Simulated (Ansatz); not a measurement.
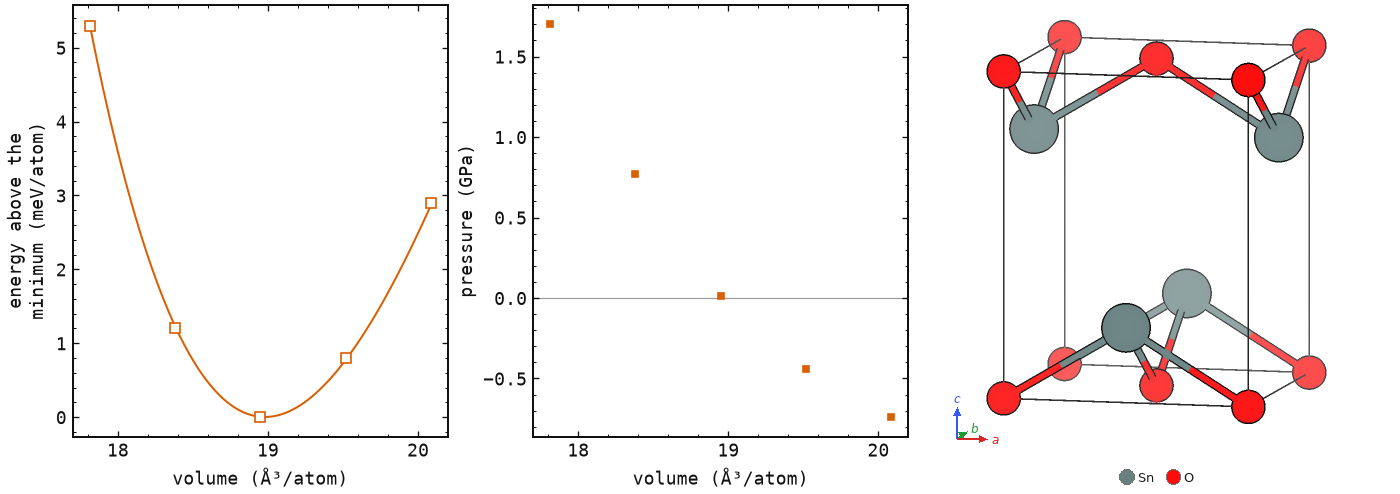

The picture above shows the energy above the minimum and pressure against volume for SnO, space group P4/nmm (No. 129). The conventional cell is drawn beside the plot.

Cell as given: a = 3.868 Å, b = 3.868 Å, c = 5.065 Å, α = 90.00°, β = 90.00°, γ = 90.00°; 4 atoms.

How it was computed, with Ansatz 0.2.0: third-order Birch-Murnaghan fit to density functional energies at scaled volumes of the given relaxed cell, shape and atoms relaxed at each volume; energies count from the fitted minimum; plane waves with PAW datasets, Γ-centred k mesh. Level: PBE, no spin polarisation.

- wave cutoff: 420 eV
- k mesh: 10×10×8
- occupations: Gaussian
- smearing width: 0.02 eV

Give the fitted equation-of-state parameters.

A third-order Birch–Murnaghan fit gives V0 = 18.98 Å³/atom, B0 = 18.3 GPa.

What does the pressure do across the range?

It falls from 1.70 GPa at volume 17.812 Å³/atom to −0.74 GPa at 20.086 Å³/atom, and changes sign near 18.96 Å³/atom.

Caveats: a crossing between the sampled k points may be missed; pressure derivative unusual.

The computed values:

```csv
volume (Å³/atom),energy above the minimum (meV/atom),pressure (GPa)
17.812,5.3,1.70
18.381,1.2,0.77
18.949,0.0,0.01
19.518,0.8,-0.44
20.086,2.9,-0.74
```
